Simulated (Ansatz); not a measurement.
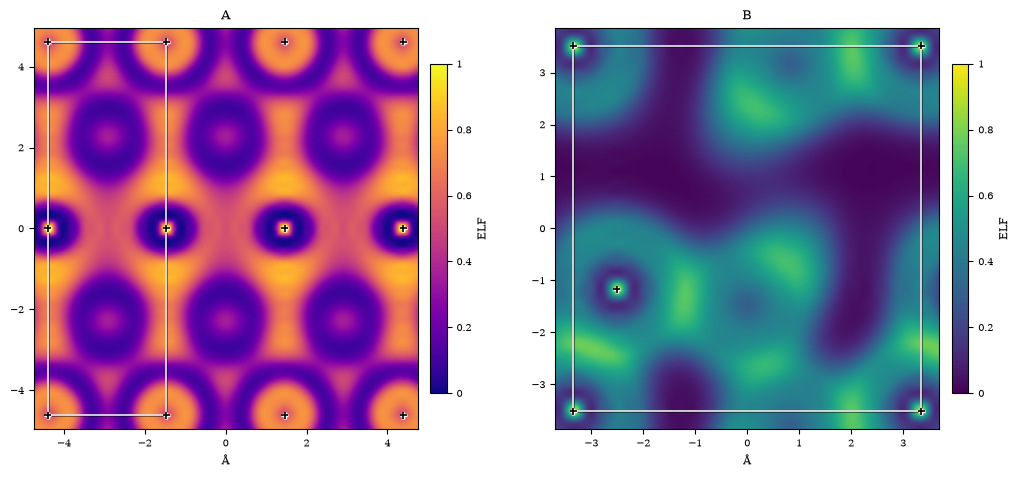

The electron localisation function of 2 systems, each on a plane through atoms (crosses mark nuclei in the plane).

All numbers below come from DFT PBE, scalar-relativistic, plane waves, PAW (Ansatz 0.2.0).

System 1: Ti$_{3}$Al, the (010) plane of the conventional cell. Space group P-6m2; a structure from a database of computed crystals, not necessarily the ambient phase; computed without spin polarisation; PAW files of the earlier set (soft_1).

```cif
data_structure
_symmetry_space_group_name_H-M 'P 1'
_symmetry_Int_Tables_number 1
_cell_length_a 2.9297
_cell_length_b 2.9297
_cell_length_c 9.2315
_cell_angle_alpha 90.000
_cell_angle_beta 90.000
_cell_angle_gamma 120.000
_cell_volume 68.62
loop_
_atom_site_label
_atom_site_type_symbol
_atom_site_fract_x
_atom_site_fract_y
_atom_site_fract_z
_atom_site_occupancy
Ti1 Ti 0.66667 0.33333 0.00000 1
Ti2 Ti 0.33333 0.66667 0.75046 1
Ti3 Ti 0.33333 0.66667 0.24954 1
Al1 Al 0.66667 0.33333 0.50000 1
```

System 2: Ge, the (100) plane of the calculation cell. Space group P2₁; a point of a scan over the structure, not its minimum; a structure from a database of computed crystals, not necessarily the ambient phase; not relaxed (largest force 0.5 eV/Å); PAW files of the earlier set (soft_1).

```
Ge
1.0
    -4.05849    0.00000    0.00000
     0.00000    0.00000   -6.69306
     0.00000   -7.02950    0.00000
Ge
8
Direct
  0.07762 0.93721 0.35574
  0.57762 0.93721 0.85574
  0.42238 0.43721 0.14426
  0.92238 0.43721 0.64426
  0.92238 0.56279 0.31093
  0.42238 0.56279 0.81093
  0.57762 0.06279 0.18907
  0.07762 0.06279 0.68907
```

Which map belongs to which system?

Panel A is system 1, Ti$_{3}$Al: the plane holds Ti and Al. Al–Al (2.93 Å): the ELF is about 0.55 at the midpoint. Panel B is system 2, Ge: the plane holds Ge. Ge–Ge (2.49 Å): the ELF peaks at about 0.80 between the atoms.
